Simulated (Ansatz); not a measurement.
## Cu: geometry relaxation (part 2 of 2)

The same run, continued: Cu (1 atom in the cell); DFT PBE, scalar-relativistic, plane waves, PAW, no spin polarisation (Ansatz 0.2.0); cutoff 420 eV, 20×20×20 k-mesh, Gaussian smearing of 0.1 eV. The structure derives from a Materials Project entry.

What the program printed, continued:
```
SCF iter   1: F=—  HF=-6625.175850 eV  |F-HF|=—  |Δ(HF+E_count)|=         —  Δρ=1.42e-4  dr2=1.54e-6  ethr=8.00e-9  ⟨swp⟩=1.8  Hψ=21106  notcnv=0
preconditioner: auto → none  [metal: Δε(μ)=0.064 eV  Ē_g=16.899 eV  σ=0.100 eV  W_gap=0.33  n_scr=0 (ndim 8)  ℏωp=35.6 eV  f_vac=0.000  D(μ)=0.27/eV (n_scr^D=0)]
SCF iter   2: F=—  HF=-6625.175849 eV  |F-HF|=—  |Δ(HF+E_count)|=   1.17e-6  Δρ=1.10e-5  dr2=9.37e-9  ethr=8.00e-9  ⟨swp⟩=2.2  Hψ=4881  notcnv=0
iter 3 did not close the SCF: its close was put off for the readings that it lacked (scf_convergence_deferred on its scf_iter line)
SCF iter   3: F=-6625.175849 eV  HF=-6625.175849 eV  |F-HF|=3.76e-9  |Δ(HF+E_count)|=   1.20e-8  Δρ=7.75e-6  dr2=6.07e-9  ethr=4.93e-11  ⟨swp⟩=2.5  Hψ=5898  notcnv=0
iter 4 did not close the SCF: its close was put off for the readings that it lacked (scf_convergence_deferred on its scf_iter line)
SCF iter   4: F=-6625.175849 eV  HF=-6625.175849 eV  |F-HF|=5.09e-11  |Δ(HF+E_count)|=   1.57e-9  Δρ=8.57e-7  dr2=2.19e-11  ethr=3.20e-11  ⟨swp⟩=2.1  Hψ=4993  notcnv=0
iter 5 did not close the SCF: its close was put off for the readings that it lacked (scf_convergence_deferred on its scf_iter line)
SCF iter   5: F=-6625.175849 eV  HF=-6625.175849 eV  |F-HF|=9.09e-13  |Δ(HF+E_count)|=  6.91e-11  Δρ=4.04e-8  dr2=1.58e-13  ethr=1.00e-12  ⟨swp⟩=1.1  Hψ=3637  notcnv=0
SCF iter   6: F=-6625.175849 eV  HF=-6625.175849 eV  |F-HF|=9.09e-13  |Δ(HF+E_count)|=  9.09e-13  Δρ=3.10e-9  dr2=2.15e-16  ethr=1.00e-12  ⟨swp⟩=3.1  Hψ=12854  notcnv=0
SCF 6 converged in 6 iterations: F = -6625.175849 eV  dr2 = 2.15e-16
relax step   6: F+E_penalty+E_count = -6625.17584875 eV  Δ(F+E_penalty+E_count) = -4.164e-6 eV  max|allowed force component| = 0.000e0 eV/Å  Δτ_max = 0.0000 Å  P = -0.000 GPa  Ω = 11.956 Å³  energy of the carried Pulay correction = +3.424e-6 eV  (6 SCF iters, accepted)
iter 1 solved again at ethr=2.46e-10 eV; its pass at ethr=3.10e-3 eV (dr2=4.67e-8 eV) is discarded
SCF iter   1: F=—  HF=-6625.175850 eV  |F-HF|=—  |Δ(HF+E_count)|=         —  Δρ=3.39e-7  dr2=7.73e-12  ethr=2.46e-10  ⟨swp⟩=4.1  Hψ=30994  notcnv=0
preconditioner: auto → none  [metal: Δε(μ)=0.064 eV  Ē_g=16.900 eV  σ=0.100 eV  W_gap=0.33  n_scr=0 (ndim 8)  ℏωp=35.6 eV  f_vac=0.000  D(μ)=0.27/eV (n_scr^D=0)]
iter 2 did not close the SCF: its close was put off for the readings that it lacked (scf_convergence_deferred on its scf_iter line)
SCF iter   2: F=-6625.175849 eV  HF=-6625.175849 eV  |F-HF|=8.19e-12  |Δ(HF+E_count)|=   8.52e-7  Δρ=3.40e-7  dr2=7.58e-12  ethr=1.00e-12  ⟨swp⟩=1.9  Hψ=4525  notcnv=0
iter 3 did not close the SCF: its close was put off for the readings that it lacked (scf_convergence_deferred on its scf_iter line)
SCF iter   3: F=-6625.175849 eV  HF=-6625.175849 eV  |F-HF|=0.00e0  |Δ(HF+E_count)|=  9.09e-13  Δρ=1.59e-7  dr2=1.69e-12  ethr=1.00e-12  ⟨swp⟩=1.0  Hψ=3584  notcnv=0
iter 4 did not close the SCF: its close was put off for the readings that it lacked (scf_convergence_deferred on its scf_iter line)
SCF iter   4: F=-6625.175849 eV  HF=-6625.175849 eV  |F-HF|=1.82e-12  |Δ(HF+E_count)|=    0.00e0  Δρ=9.66e-8  dr2=6.28e-13  ethr=1.00e-12  ⟨swp⟩=1.0  Hψ=3584  notcnv=0
iter 5 did not close the SCF: its close was put off for the readings that it lacked (scf_convergence_deferred on its scf_iter line)
SCF iter   5: F=-6625.175849 eV  HF=-6625.175849 eV  |F-HF|=9.09e-13  |Δ(HF+E_count)|=  9.09e-13  Δρ=5.99e-8  dr2=2.42e-13  ethr=1.00e-12  ⟨swp⟩=1.0  Hψ=3584  notcnv=0
SCF iter   6: F=-6625.175849 eV  HF=-6625.175849 eV  |F-HF|=1.82e-12  |Δ(HF+E_count)|=    0.00e0  Δρ=3.46e-8  dr2=8.00e-14  ethr=1.00e-12  ⟨swp⟩=2.5  Hψ=11118  notcnv=0
SCF 7 converged in 6 iterations: F = -6625.175849 eV  dr2 = 8.00e-14
relax step   7: F+E_penalty+E_count = -6625.17584875 eV  Δ(F+E_penalty+E_count) = -2.728e-12 eV  max|allowed force component| = 0.000e0 eV/Å  Δτ_max = 0.0000 Å  P = -0.001 GPa  Ω = 11.956 Å³  stress off target by 7.84e-4 GPa  SCF on the basis re-selected at this cell (its energy is not comparable with the rows above)  (6 SCF iters)
```

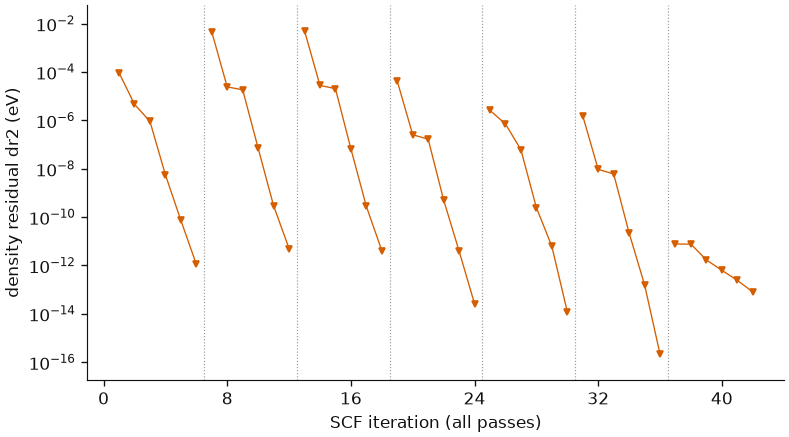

Figure 1. Convergence of the self-consistent field: density residual dr2 against the SCF iteration. The dotted lines part the SCF passes of the relaxation: geometry steps, rejected trials and re-solves on a re-selected basis. The 7 passes take 6 iterations each, 42 in all.

```
basis re-selected at this cell: Δ(F+E_penalty+E_count) = -2.728e-12 eV, ΔP = -0.001 GPa vs the last step (what re-selecting the basis moved, of the pressure what is left beyond the Pulay correction that the steps carried, after the strain that the cell walked since its last selection, with what the two solves' SCF thresholds leave and, on support functions, any second-order correction that the steps lacked; it is no measure of the basis error at this ecutwfc). This SCF's stress stands 7.84e-4 GPa from its target on what of the cell is left free (relax.cell.stress_tol is 5.00e-2 GPa) and its largest allowed force component is 0.00e0 eV/Å (relax.f_tol is 5.00e-3 eV/Å): within both
SCF converged after 6 iterations
Free energy (F): -6625.175849 eV
Harris-Foulkes:  -6625.175849 eV  (|F-HF|=1.82e-12)
Internal energy: -6625.174485 eV  (E = F + TS)
E sigma→0 (E₀):  -6625.175167 eV
Entropy (-TS):   -0.001364 eV (-1.364 meV/atom)
Fermi energy:    16.481943 eV
--- Per-component energies (eV) ---
  E_band       = -363.658037
  E_kinetic    = 299.801326
  E_local      = -4072.972784  (includes V_loc(G=0)·N_el)
  E_nonlocal   = 389.923555
  E_hartree    = 1793.549433
  E_xc         = -89.481678
  E_vxc        = -115.469006  (∫ρ·V_xc dr)
  E_paw        = -1662.984260  (= ΣΔE_a)
  E_vpaw       = -452.040262  (= ΣTr[D̂ρ^β])
  E_aug_tail   = 0.000244  (compensation charges beyond the density's cutoff)
  E_ewald      = -3283.010321
  E_smearing   = -0.001364  (= −TS)
  E_closure    = 0.000000  (closes the sum)
  Σ components = -6625.175849   (vs F -6625.175849, Δ=0.00e0)
--- Forces (eV/Å), atoms counted from 1 ---
  atom   1  Cu     0.00000000    -0.00000000    -0.00000000
  max |Σ_I F_I| component: 4.73e-30 eV/Å
--- Stress (GPa, compression-positive) ---
       -0.000784       0.000000       0.000000
        0.000000      -0.000784       0.000000
        0.000000       0.000000      -0.000784
  P = ⅓ Tr σ = -0.0008 GPa (-0.008 kbar)
--- Band table (eV; the first three rows and the last of 256) ---
  k-point 0: bands = ["-96.0381", "-53.3530", "-53.3530", "-53.3530", "7.1886", "13.5424", "13.5424", "13.5424", "14.3600", "14.3600", "39.0127", "41.4192", "41.4192", "41.4192"]
  k-point 1: bands = ["-96.0377", "-53.3555", "-53.3534", "-53.3534", "7.2792", "13.5231", "13.5598", "13.5598", "14.3531", "14.3531", "38.4833", "40.2452", "41.1163", "41.1163"]
  k-point 2: bands = ["-96.0368", "-53.3627", "-53.3544", "-53.3544", "7.5484", "13.4694", "13.6063", "13.6063", "14.3376", "14.3376", "36.3979", "39.6822", "40.5283", "40.5283"]
  k-point 255: bands = ["-96.0208", "-53.4213", "-53.4213", "-53.3928", "12.4341", "13.0341", "13.0341", "14.3177", "15.0683", "22.6386", "22.6386", "24.7476", "25.1419", "44.4828"]
--- Relaxed structure (5 steps of the walk, 5 accepted, 2 SCFs on fresh bases) ---
  F+E_penalty+E_count = -6625.17584875 eV   max|allowed force component| = 0.000e0 eV/Å   (the final SCF, on the basis selected at the relaxed cell)
  cell:  # Å, volume = 11.9561 Å³
    - [-2.8104161440813696e-34, 1.8149014085735116, 1.8149014085735116]
    - [1.8149014085735116, -7.86598056859517e-34, 1.8149014085735116]
    - [1.8149014085735116, 1.8149014085735116, -5.174987220909576e-35]
  atoms:
    - { symbol: Cu, position: [0.0, 0.0, 0.0] }
```

Trajectory as extended XYZ (Å, eV, eV/Å), 7 frames, from step=1 to step=7:
```
1
Lattice="0.0000 1.7887 1.7887 1.7887 0.0000 1.7887 1.7887 1.7887 0.0000" Properties=species:S:1:pos:R:3:forces:R:3 step=1 energy=-6625.16542 pressure_GPa=6.85
Cu    0.0000    0.0000    0.0000    0.0000   0.0000   0.0000
1
Lattice="0.0000 1.8011 1.8011 1.8011 0.0000 1.8011 1.8011 1.8011 0.0000" Properties=species:S:1:pos:R:3:forces:R:3 step=2 energy=-6625.17283 pressure_GPa=3.45
Cu    0.0000    0.0000    0.0000    0.0000   0.0000   0.0000
1
Lattice="0.0000 1.8139 1.8139 1.8139 0.0000 1.8139 1.8139 1.8139 0.0000" Properties=species:S:1:pos:R:3:forces:R:3 step=3 energy=-6625.17550 pressure_GPa=0.27
Cu    0.0000    0.0000    0.0000    0.0000   0.0000   0.0000
1
Lattice="0.0000 1.8151 1.8151 1.8151 0.0000 1.8151 1.8151 1.8151 0.0000" Properties=species:S:1:pos:R:3:forces:R:3 step=4 energy=-6625.17550 pressure_GPa=-0.00
Cu    0.0000    0.0000    0.0000    0.0000   0.0000   0.0000
1
Lattice="0.0000 1.8151 1.8151 1.8151 0.0000 1.8151 1.8151 1.8151 0.0000" Properties=species:S:1:pos:R:3:forces:R:3 step=5 energy=-6625.17584 pressure_GPa=-0.05
Cu    0.0000    0.0000    0.0000    0.0000   0.0000   0.0000
1
Lattice="0.0000 1.8149 1.8149 1.8149 0.0000 1.8149 1.8149 1.8149 0.0000" Properties=species:S:1:pos:R:3:forces:R:3 step=6 energy=-6625.17585 pressure_GPa=-0.00
Cu    0.0000    0.0000    0.0000    0.0000   0.0000   0.0000
1
Lattice="0.0000 1.8149 1.8149 1.8149 0.0000 1.8149 1.8149 1.8149 0.0000" Properties=species:S:1:pos:R:3:forces:R:3 step=7 energy=-6625.17585 pressure_GPa=-0.00
Cu    0.0000    0.0000    0.0000    0.0000   0.0000   0.0000
```

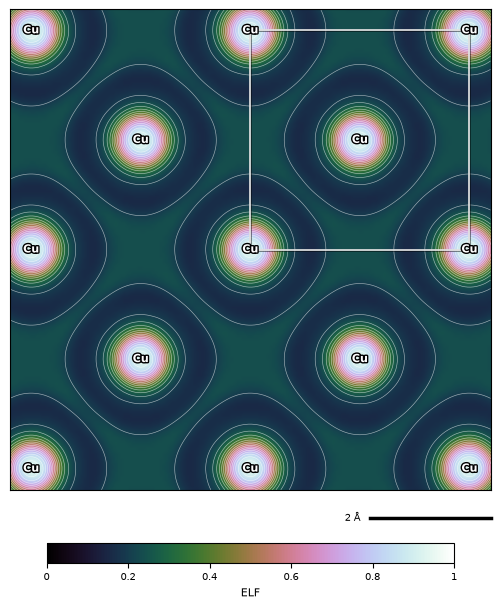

Figure 2. Electron localisation function on the (100) plane of the conventional cell. The section cuts through Cu sites. Cu–Cu (2.57 Å): the ELF is about 0.20 at the midpoint; no localised pair between them. The strong features right at Cu lie inside the PAW spheres (semicore, d or f shells) and say nothing about bonding. In a PAW calculation such maps are meaningful between the atoms, not at the nuclei.

The run was set up as follows.

The input:
```yaml
crystal:
  lattice:
    - [0.0, 1.78871534, 1.78871534]
    - [1.78871534, 0.0, 1.78871534]
    - [1.78871534, 1.78871534, 0.0]
  atoms:
    - { symbol: Cu, position: [0.0, 0.0, 0.0] }
basis:
  ecutwfc: 420
kpoints:
  mp_grid: { grid: [20, 20, 20] }
hamiltonian:
  xc: pbe
scf:
  occupations: { method: gaussian, width: 0.1 }
output:
  forces: true
  stress: true
  eigenvalues: true
  write_density: true
  write_potential: true
  elf: true
  volumetric_format: npy
relax:
  adjacent_minimum: "off"
  f_tol: 0.005
  max_steps: 80
  cell: { stress_tol: 0.05 }
```

Run as:
```bash
ansatz run input.yaml --threads 8 --pin off --max-ram 20480MiB --backend cpu --events-out ev --progress --plain --runs-dir out
```

Summary:

```csv
quantity,value
outcome,converged
space group (tolerance 0.01 Å),Fm-3m (225)
electrons treated,19
free energy,−6625.1758 eV
Fermi energy,16.482 eV
gap on the k-point mesh,none (metallic)
pressure,0.00 GPa
final volume,11.96 Å³
largest force (length of the vector) at the end,under 0.001 eV/Å
final cell,"a = 2.567 Å, b = 2.567 Å, c = 2.567 Å, α = 60.00°, β = 60.00°, γ = 60.00°"
hardware,"8 threads of AMD EPYC (Zen 3), 192 GiB of memory available, shared host"
wall time,6.9 s (CPU time 39 s)
peak memory,0.4 GiB
```
